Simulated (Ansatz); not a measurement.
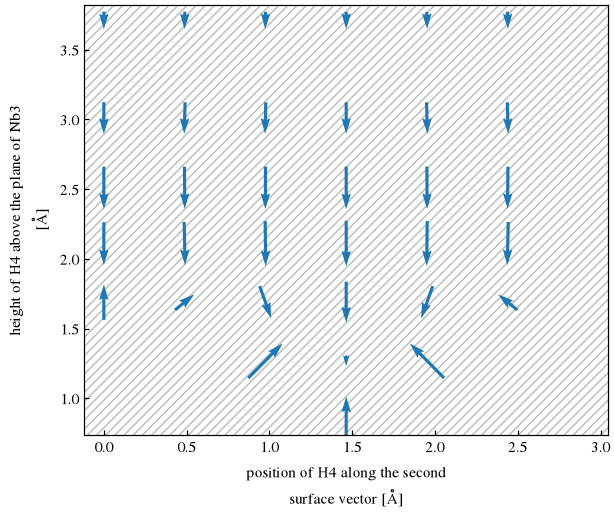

H on a Nb(100) slab cut from the Fm-3m phase, its upper half relaxed before the scan (3 atoms of substrate and one adsorbate in a 1 × 1 cell). 
- H is moved along a line over the surface and along the normal, above a rigid substrate.
- The first coordinate is: position of H4 along the second surface vector, from above Nb3; the second: height of H4 above the plane of Nb3.
- The grid has 6 × 7 points; 23 points were computed and 11 follow by symmetry. At 8 points there is no value (left out of the scan, as a rule where atoms come close).
- Points are written as (first, second).
- Computed with DFT LDA, scalar-relativistic, plane waves, PAW (Ansatz). Settings: cutoff 420 eV, k-mesh 9×9×1, gaussian smearing 0.1 eV, spin-polarised.

In the figure: arrows along the force (downhill), their lengths compressed, hatched blanks where no value was computed.

The arrows alone are given. Where is the energy lowest?

Answer. The arrows converge at about (1.46 Å, 1.23 Å) (read from the interpolated surface).

The energy map of the same scan:

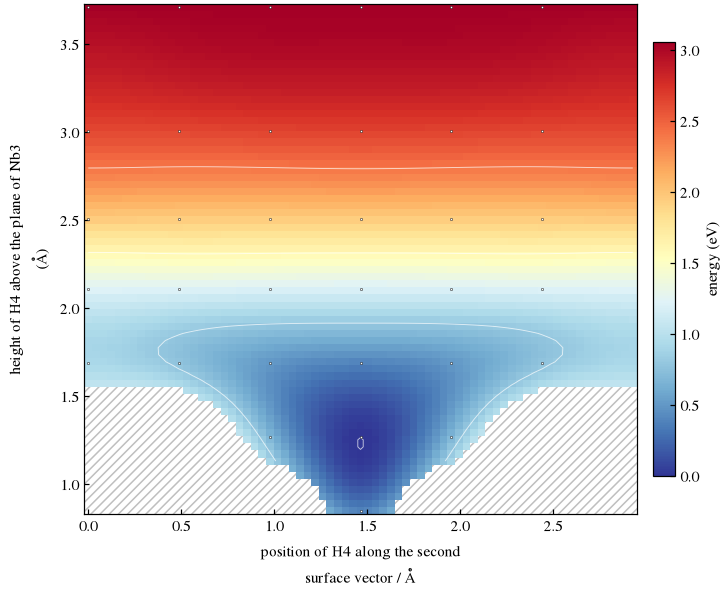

Energies are in eV, from the lowest grid point; between grid points the surface is interpolated.
